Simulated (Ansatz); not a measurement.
## Geometry relaxation of Sn (part 3 of 3)

Continued. System: Sn (8 atoms in the cell). Method: DFT PBEsol, scalar-relativistic, plane waves, PAW, no spin polarisation (Ansatz 0.2.0); cutoff 420 eV, 6×6×6 k-mesh, Gaussian smearing of 0.15 eV. The structure derives from an entry of the Crystallography Open Database. It belongs to a series of runs on one base structure; here: all atoms moved at random, sigma 0.4 A a component; relaxed back.

Geometry of the input (Å; fractional positions):
```
6.5416  0.0000  0.0000
0.0000  -6.5416  0.0000
0.0000  0.0000  -6.5416
Sn 0.3899  0.1164  -0.0520
Sn 0.0238  0.4512  -0.0233
Sn -0.0552  -0.1188  0.4760
Sn 0.4879  0.5762  0.4619
Sn 0.8224  0.6706  0.8346
Sn 0.2080  0.2833  0.8221
Sn 0.3027  0.7164  0.2085
Sn 0.8204  0.3047  0.2723
```

Output, continued:
```
  k-point 1: bands = ["-14.2704", "-14.2702", "-14.2701", "-14.2699", "-14.2628", "-14.2627", "-14.2215", "-14.2209", "-14.2207", "-14.1746", "-14.1544", "-14.1453", "-14.1256", "-14.1252", "-14.1251", "-14.1248", "-14.0916", "-14.0476", "-14.0099", "-14.0098", "-14.0096", "-14.0096", "-13.9764", "-13.9706", "-13.9426", "-13.9425", "-13.9423", "-13.9416", "-13.8989", "-13.8920", "-13.8670", "-13.8637", "-13.8632", "-13.8439", "-13.8018", "-13.8017", "-13.7931", "-13.7930", "-13.7930", "-13.7925", "-3.0161", "-0.9756", "-0.0764", "-0.0758", "-0.0741", "-0.0731", "0.9151", "4.7991", "4.7995", "4.8018", "4.8088", "5.0680", "5.0691", "5.6087", "7.0716", "7.0760", "7.9962", "8.2867", "8.5000", "8.5580", "8.5585", "8.5637", "8.5748", "9.2329", "9.9852", "9.9902", "12.6790", "14.0071"]
  k-point 2: bands = ["-14.2783", "-14.2782", "-14.2782", "-14.2780", "-14.2549", "-14.2547", "-14.2309", "-14.2306", "-14.2247", "-14.2023", "-14.1392", "-14.1124", "-14.0999", "-14.0996", "-14.0994", "-14.0991", "-14.0838", "-14.0415", "-14.0239", "-14.0132", "-14.0130", "-14.0128", "-14.0126", "-13.9649", "-13.9649", "-13.9647", "-13.9641", "-13.9414", "-13.9351", "-13.8815", "-13.8614", "-13.8496", "-13.8493", "-13.8362", "-13.8141", "-13.8139", "-13.7852", "-13.7851", "-13.7851", "-13.7848", "-2.7539", "-1.7248", "-0.0486", "-0.0475", "-0.0473", "-0.0458", "2.0130", "4.3900", "4.5212", "4.5213", "4.5233", "4.5275", "5.3526", "5.3541", "6.4146", "6.4176", "8.0539", "8.7341", "9.0052", "9.2216", "9.5805", "9.5811", "9.5875", "9.5996", "10.9627", "10.9704", "12.5971", "12.5983"]
  k-point 111: bands = ["-14.2516", "-14.2515", "-14.2513", "-14.2512", "-14.2511", "-14.2511", "-14.2509", "-14.2507", "-14.1915", "-14.1915", "-14.1910", "-14.1907", "-14.1029", "-14.1029", "-14.1028", "-14.1028", "-14.1026", "-14.1025", "-14.1025", "-14.1024", "-13.9266", "-13.9266", "-13.9266", "-13.9265", "-13.9263", "-13.9263", "-13.9260", "-13.9260", "-13.9013", "-13.9011", "-13.9006", "-13.9006", "-13.8171", "-13.8169", "-13.8168", "-13.8168", "-13.8167", "-13.8166", "-13.8161", "-13.8161", "-1.5287", "-1.5280", "-1.5263", "-1.5256", "1.1294", "1.1297", "1.1325", "1.1342", "6.2733", "6.2749", "6.2750", "6.2768", "6.2777", "6.2791", "6.2854", "6.2855", "7.2430", "7.2467", "7.2539", "7.2557", "10.5557", "10.5569", "10.5600", "10.5614", "10.5614", "10.5619", "10.5631", "10.5646"]
--- Relaxed structure (12 steps of the walk, 12 accepted, 1 SCFs on fresh bases) ---
  F+E_penalty+E_count = -47598.03341719 eV   max|allowed force component| = 5.043e-3 eV/Å   (the final SCF, on the basis selected at the relaxed cell)
  cell:  # Å, volume = 280.2735 Å³
    - [6.5410917611957755, -0.0002282679923071804, -0.003313374825722597]
    - [0.0002282679923071804, -6.546497005417848, 0.0009536533177164129]
    - [0.003313374825722597, 0.0009536533177164129, -6.54520111217369]
  atoms:
    - { symbol: Sn, position: [0.49990981007599994, 0.0005019972096836726, -0.00016130056303691564] }
    - { symbol: Sn, position: [0.00027438104728489895, 0.4999266525731452, 0.00020302905808645272] }
    - { symbol: Sn, position: [-0.00034662161151972074, -0.0002493737118411806, 0.4998711466065137] }
    - { symbol: Sn, position: [0.5000241720605069, 0.5003315496993213, 0.5001525436821557] }
    - { symbol: Sn, position: [0.7501131205642326, 0.7497255371231608, 0.7504458820161699] }
    - { symbol: Sn, position: [0.24978439099873803, 0.2497812307057668, 0.7495190708275717] }
    - { symbol: Sn, position: [0.2502739203419464, 0.7500125546021218, 0.24987793243501755] }
    - { symbol: Sn, position: [0.7499668264228118, 0.24996985179864098, 0.2500916959375216] }
```

Trajectory as extended XYZ (Å, eV, eV/Å), 13 frames, from step=1 to step=13:
```
8
Lattice="6.5416 0.0000 0.0000 0.0000 -6.5416 0.0000 0.0000 0.0000 -6.5416" Properties=species:S:1:pos:R:3:forces:R:3 step=1 energy=-47570.43343 pressure_GPa=33.51
Sn    2.5508   -0.7613    0.3403   28.5654  26.2762 -19.6226
Sn    0.1556   -2.9516    0.1527  -10.0945  -9.8085 -18.7905
Sn   -0.3608    0.7772   -3.1141    0.0370  -0.4051   0.6945
Sn    3.1918   -3.7692   -3.0213    5.2897   3.7553  -6.5624
Sn    5.3797   -4.3868   -5.4597   -8.5501  -8.9396   5.4479
Sn    1.3609   -1.8533   -5.3776   -8.5768  -7.9102  35.4630
Sn    1.9801   -4.6867   -1.3638   -4.4267  -4.4610   6.0211
Sn    5.3666   -1.9929   -1.7812   -2.2441   1.4928  -2.6510
8
Lattice="6.5927 0.0501 -0.0085 -0.0501 -6.5865 0.0134 0.0085 0.0134 -6.5775" Properties=species:S:1:pos:R:3:forces:R:3 step=2 energy=-47584.83829 pressure_GPa=15.44
Sn    2.6952   -0.6273    0.2533    8.7405   7.8359  -6.8704
Sn    0.0839   -3.0227    0.0654   -1.5722  -2.9541 -10.0071
Sn   -0.3533    0.7831   -3.1273    0.2289  -0.6015   0.6251
Sn    3.2201   -3.7447   -3.0684    3.4424   2.6391  -4.3649
Sn    5.3450   -4.4166   -5.4580   -6.2869  -6.4485   4.2172
Sn    1.3437   -1.8638   -5.2363    0.7330   0.7611  15.6126
Sn    1.9388   -4.7253   -1.3340   -2.7290  -3.1855   3.6686
Sn    5.3803   -1.9517   -1.8127   -2.5568   1.9535  -2.8809
8
Lattice="6.5781 0.0761 -0.0181 -0.0761 -6.5763 0.0296 0.0181 0.0296 -6.6130" Properties=species:S:1:pos:R:3:forces:R:3 step=3 energy=-47590.02010 pressure_GPa=8.53
Sn    2.7323   -0.5929    0.1469    4.1708   3.2251  -3.7244
Sn    0.0756   -3.0188    0.0126    1.0054  -0.9291  -5.7682
Sn   -0.3383    0.7762   -3.1508    0.3774  -0.7510   0.5785
Sn    3.2281   -3.6883   -3.1243    2.3011   1.9577  -3.1104
Sn    5.2899   -4.4031   -5.4667   -4.7256  -4.7138   3.0385
Sn    1.3384   -1.8389   -5.0665    1.2193   1.4559   9.3050
Sn    1.9209   -4.7488   -1.3191   -1.8216  -2.3391   2.2725
Sn    5.3134   -1.8973   -1.8366   -2.5268   2.0943  -2.5914
8
Lattice="6.5536 0.0926 -0.0224 -0.0926 -6.5570 0.0422 0.0224 0.0422 -6.6498" Properties=species:S:1:pos:R:3:forces:R:3 step=4 energy=-47593.16656 pressure_GPa=4.08
Sn    2.7789   -0.5674    0.0442    2.1598   0.9692  -1.5576
Sn    0.0759   -3.0082   -0.0394    2.0537  -0.0723  -2.5938
Sn   -0.3228    0.7653   -3.1768    0.4895  -0.8685   0.5438
Sn    3.2338   -3.6303   -3.1858    1.4817   1.3651  -2.1120
Sn    5.2201   -4.4037   -5.4775   -3.5293  -3.4217   2.0288
Sn    1.3267   -1.8055   -4.8951    0.9349   1.4135   4.8208
Sn    1.9043   -4.7723   -1.3043   -1.1852  -1.5140   1.1051
Sn    5.2333   -1.8447   -1.8555   -2.4051   2.1289  -2.2351
8
Lattice="6.4960 0.0982 -0.0214 -0.0982 -6.5159 0.0448 0.0214 0.0448 -6.6767" Properties=species:S:1:pos:R:3:forces:R:3 step=5 energy=-47595.16408 pressure_GPa=1.41
Sn    2.8704   -0.5336   -0.0345    1.2918  -0.0603  -0.0155
Sn    0.0764   -2.9984   -0.0871    2.2461   0.1505  -0.4236
Sn   -0.3057    0.7471   -3.2028    0.5857  -0.9749   0.5239
Sn    3.2264   -3.5576   -3.2653    0.8927   0.8223  -1.2643
Sn    5.0943   -4.4535   -5.5102   -2.6285  -2.4779   1.1808
Sn    1.3067   -1.7547   -4.7222    0.5046   1.1821   1.8020
Sn    1.8937   -4.7917   -1.2953   -0.8221  -0.6560   0.0760
Sn    5.0955   -1.7761   -1.8423   -2.0703   2.0143  -1.8793
8
Lattice="6.4246 0.0931 -0.0194 -0.0931 -6.4697 0.0394 0.0194 0.0394 -6.6736" Properties=species:S:1:pos:R:3:forces:R:3 step=6 energy=-47596.32662 pressure_GPa=0.37
Sn    3.0037   -0.4459   -0.0247    0.8077  -0.3759   0.8262
Sn    0.0554   -3.0141   -0.0953    1.9694   0.1050   0.5196
Sn   -0.2887    0.7184   -3.2233    0.6490  -1.0452   0.5319
Sn    3.2172   -3.4874   -3.3398    0.5633   0.4187  -0.6986
Sn    4.9245   -4.5777   -5.5612   -1.9400  -1.7693   0.7656
Sn    1.2981   -1.6957   -4.5993    0.1859   0.9999   0.3846
Sn    1.8855   -4.7925   -1.3042   -0.8286  -0.0245  -0.6208
Sn    4.9569   -1.7166   -1.8130   -1.4068   1.6913  -1.7084
8
Lattice="6.3844 0.1046 -0.0090 -0.1046 -6.4489 0.0323 0.0090 0.0323 -6.6390" Properties=species:S:1:pos:R:3:forces:R:3 step=7 energy=-47596.95879 pressure_GPa=0.26
Sn    3.1424   -0.3400    0.0126   -0.2094  -0.8217   1.0691
Sn    0.0164   -3.0464   -0.0734    1.5219   0.0505   0.7923
Sn   -0.2711    0.6629   -3.2191    0.5963  -0.9804   0.4912
Sn    3.2130   -3.4157   -3.3801    0.3241   0.0800  -0.2839
Sn    4.7624   -4.7130   -5.5648   -0.8093  -0.5472   0.8186
Sn    1.3031   -1.6308   -4.5054   -0.0070   0.7835  -0.3738
Sn    1.8486   -4.7998   -1.3334   -0.8609   0.3176  -0.9373
Sn    4.8516   -1.6533   -1.7832   -0.5557   1.1177  -1.5763
8
Lattice="6.4604 0.1008 0.0293 -0.1008 -6.4651 -0.0102 -0.0293 -0.0102 -6.6318" Properties=species:S:1:pos:R:3:forces:R:3 step=8 energy=-47597.34756 pressure_GPa=-0.28
Sn    3.2165   -0.2236    0.1033   -0.3414  -0.6583   0.7977
Sn    0.1178   -3.0640   -0.1211    1.1002   0.0224   0.5347
Sn   -0.3275    0.4870   -3.2141    0.5517  -0.8566   0.3379
Sn    3.2525   -3.3820   -3.3840    0.1504   0.0242  -0.1652
Sn    4.8068   -4.7089   -5.4881   -0.4893  -0.2260   0.7309
Sn    1.3311   -1.6369   -4.5452    0.0334   0.6472  -0.4148
Sn    1.7708   -4.9149   -1.5048   -0.6861   0.2075  -0.7537
Sn    4.8228   -1.6804   -1.6840   -0.3189   0.8397  -1.0676
8
Lattice="6.5543 0.0620 0.0493 -0.0620 -6.4865 -0.0461 -0.0493 -0.0461 -6.6099" Properties=species:S:1:pos:R:3:forces:R:3 step=9 energy=-47597.76774 pressure_GPa=-0.91
Sn    3.2610   -0.1778    0.1728   -0.2404  -0.0997   0.1326
Sn    0.2178   -3.0878   -0.1520    0.2442  -0.0678   0.1990
Sn   -0.2967    0.2863   -3.2051    0.1635  -0.4481  -0.0804
Sn    3.3095   -3.3574   -3.3859   -0.1428  -0.0647   0.0706
Sn    4.8805   -4.7380   -5.3405   -0.0730  -0.1312   0.3246
Sn    1.4047   -1.6277   -4.6042    0.0553   0.2530  -0.3515
Sn    1.7117   -5.0181   -1.6583   -0.0259   0.2012  -0.0867
Sn    4.8407   -1.6915   -1.6470    0.0191   0.3572  -0.2082
8
Lattice="6.5615 0.0161 0.0183 -0.0161 -6.5457 -0.0087 -0.0183 -0.0087 -6.5953" Properties=species:S:1:pos:R:3:forces:R:3 step=10 energy=-47597.94847 pressure_GPa=-0.70
Sn    3.2633   -0.1349    0.0843   -0.0832  -0.0009   0.0724
Sn    0.1188   -3.1829   -0.0859    0.0646  -0.0271   0.1631
Sn   -0.1464    0.1698   -3.2370    0.0765  -0.1934  -0.0691
Sn    3.3027   -3.3461   -3.3481   -0.0792  -0.0245   0.0725
Sn    4.9196   -4.8454   -5.1474    0.0082  -0.0608   0.1291
Sn    1.5245   -1.6172   -4.7345    0.0019   0.0667  -0.2519
Sn    1.7154   -4.9828   -1.6162   -0.0284   0.1113  -0.0627
Sn    4.8832   -1.6754   -1.6723    0.0396   0.1287  -0.0534
8
Lattice="6.5541 0.0007 0.0032 -0.0007 -6.5467 -0.0007 -0.0032 -0.0007 -6.5484" Properties=species:S:1:pos:R:3:forces:R:3 step=11 energy=-47598.03109 pressure_GPa=-0.12
Sn    3.2738   -0.0246    0.0140   -0.0029   0.0154  -0.0027
Sn    0.0210   -3.2594   -0.0128   -0.0190  -0.0116   0.0097
Sn   -0.0220    0.0258   -3.2664    0.0116  -0.0151  -0.0025
Sn    3.2786   -3.2855   -3.2807    0.0008   0.0073   0.0066
Sn    4.9156   -4.9002   -4.9404    0.0044  -0.0010   0.0126
Sn    1.6196   -1.6320   -4.8794    0.0086   0.0014  -0.0192
Sn    1.6536   -4.9213   -1.6300   -0.0113   0.0042  -0.0044
Sn    4.9102   -1.6424   -1.6417    0.0077  -0.0006   0.0001
8
Lattice="6.5411 -0.0002 -0.0033 0.0002 -6.5465 0.0010 0.0033 0.0010 -6.5452" Properties=species:S:1:pos:R:3:forces:R:3 step=12 energy=-47598.03337 pressure_GPa=-0.01
Sn    3.2700   -0.0034   -0.0006    0.0008   0.0051   0.0006
Sn    0.0019   -3.2728   -0.0009   -0.0007   0.0028   0.0018
Sn   -0.0006    0.0021   -3.2718    0.0026   0.0019  -0.0001
Sn    3.2725   -3.2751   -3.2748    0.0006   0.0045   0.0014
Sn    4.9092   -4.9075   -4.9136   -0.0014  -0.0041   0.0003
Sn    1.6364   -1.6345   -4.9063    0.0003  -0.0032  -0.0023
Sn    1.6381   -4.9098   -1.6356   -0.0012  -0.0034  -0.0013
Sn    4.9065   -1.6364   -1.6391   -0.0010  -0.0035  -0.0004
8
Lattice="6.5411 -0.0002 -0.0033 0.0002 -6.5465 0.0010 0.0033 0.0010 -6.5452" Properties=species:S:1:pos:R:3:forces:R:3 step=13 energy=-47598.03342 pressure_GPa=-0.07
Sn    3.2700   -0.0034   -0.0006    0.0008   0.0050   0.0006
Sn    0.0019   -3.2728   -0.0009   -0.0007   0.0028   0.0018
Sn   -0.0006    0.0021   -3.2718    0.0026   0.0019  -0.0001
Sn    3.2725   -3.2751   -3.2748    0.0006   0.0045   0.0014
Sn    4.9092   -4.9075   -4.9136   -0.0014  -0.0041   0.0003
Sn    1.6364   -1.6345   -4.9063    0.0003  -0.0032  -0.0023
Sn    1.6381   -4.9098   -1.6356   -0.0012  -0.0034  -0.0013
Sn    4.9065   -1.6364   -1.6391   -0.0010  -0.0035  -0.0004
```

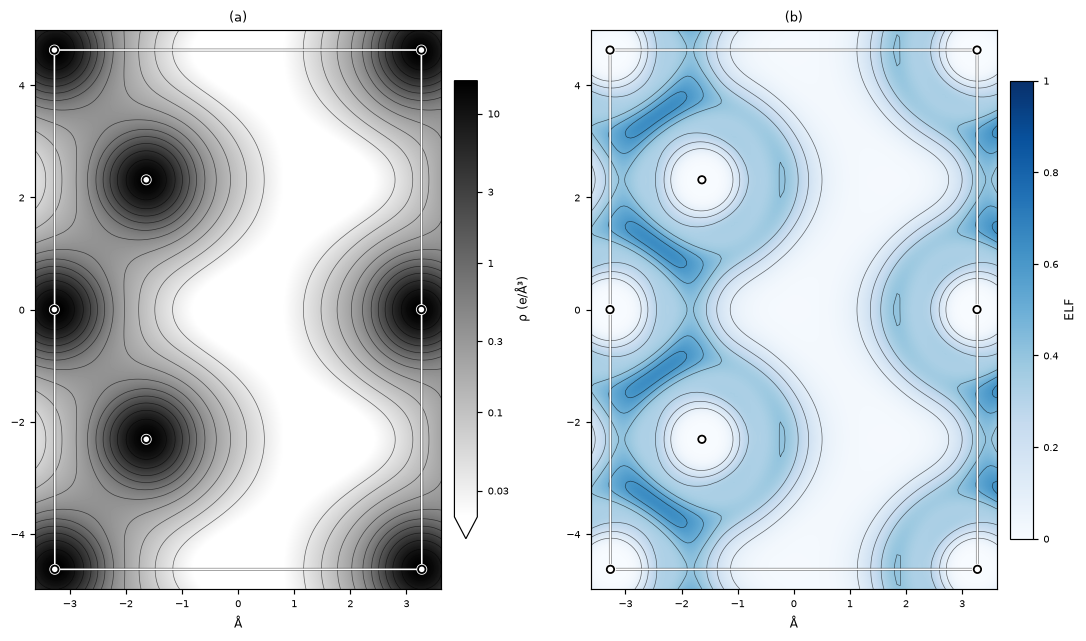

Figure 1. (a) valence electron density; (b) ELF on the (011̄) plane of the conventional cell. Circles mark the nuclei in the plane (Sn). The section cuts through Sn sites. Sn–Sn (2.83 Å): ρ at the midpoint is about 0.35 e/Å³; the ELF peaks at about 0.65 between the atoms. Away from the nuclei the density in this plane falls to 0.01 e/Å³ at its lowest. In a PAW calculation such maps are meaningful between the atoms, not at the nuclei.

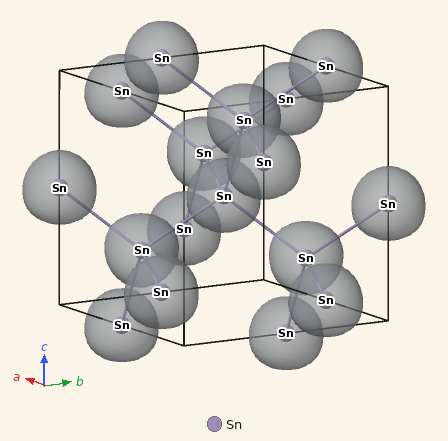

Figure 2. Isosurface of the valence pseudo-density at 0.5 e/Å³ (grey), seen at an oblique angle. Sticks mark near contacts. The outline is the cell set on symmetry axes. At this value the density breaks into separate islands; it holds about 75 % of the electrons treated as valence (semicore included). It is pinched off along the Sn–Sn (2.83 Å) contacts. On the grid the lowest density along these lines, outside the cores, is 0.35 e/Å³ (Sn–Sn, 2.83 Å).

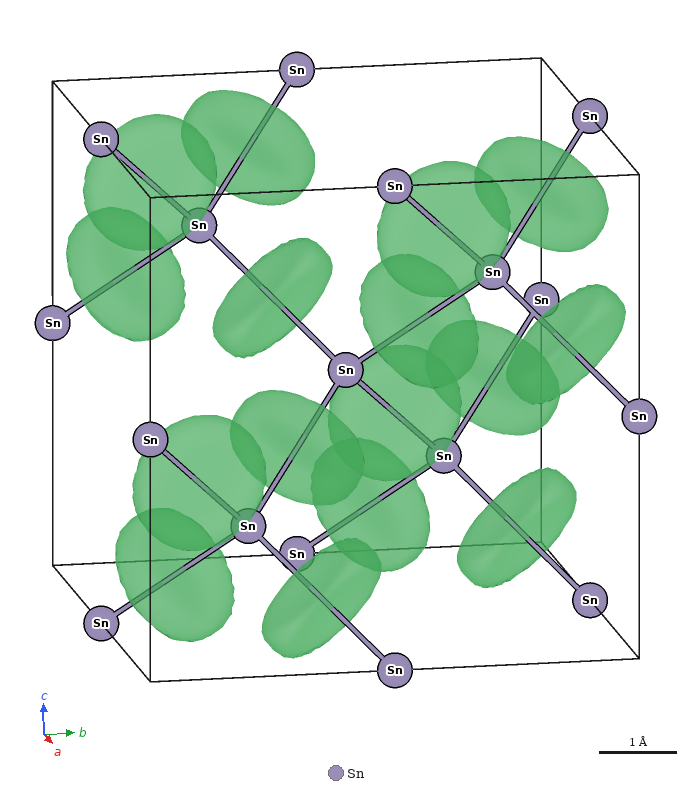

Figure 3. Isosurface of the electron localisation function at 0.5 (green), seen slightly off an axis. Core shells and regions of very low density are left out. Sticks mark near contacts. The outline is the cell set on symmetry axes. Profiles from the grid: Sn–Sn (2.83 Å): the ELF peaks at about 0.65 between the atoms.
